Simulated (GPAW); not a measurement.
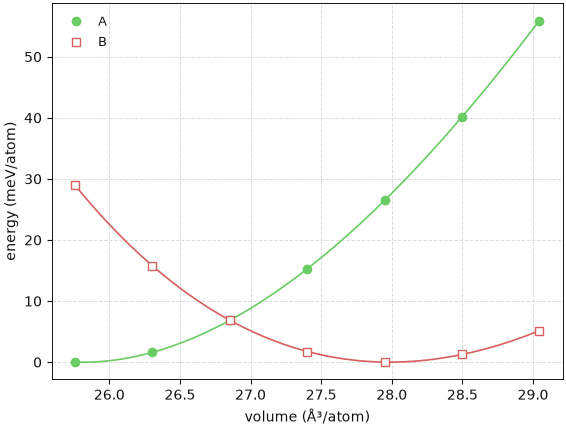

The figure compares two calculations of the energy against volume, each curve from its own zero. The first is for CuI, space group P4/nmm (No. 129).

The cell holds 4 atoms.

Computed with GPAW 26.7.0: PAW DFT in plane waves, on a grid or in atomic orbitals, no spin polarisation; energies at scaled volumes of the given cell, shape and fractions fixed, counted from the fit's minimum, third-order Birch-Murnaghan fit. Level: r2SCAN.

- k mesh: 5×5×4
- occupations: Fermi–Dirac
- smearing width: 0.05 eV
- potentials: GPAW PAW data sets (gpaw data 1.2.1)
- wave cutoff: 600 eV
- program settings: basis pw

In the second, the level changes from r2SCAN to LDA.

Question: Which of A and B is the second calculation, and what did the change do?

Answer: A. The equilibrium volume falls from 27.98 to 25.81 Å³/atom (−7.8 %) and the bulk modulus rises from 44.2 to 56.3 GPa (+27 %).

For both, limits of the calculation: the fit and the printed pressures don't fully agree, or the minimum lies near the end of the range; shape and atomic fractions are frozen while scaling, which makes layered, chain and framework solids too stiff.

V0 and the bulk modulus come from third-order Birch–Murnaghan fits.
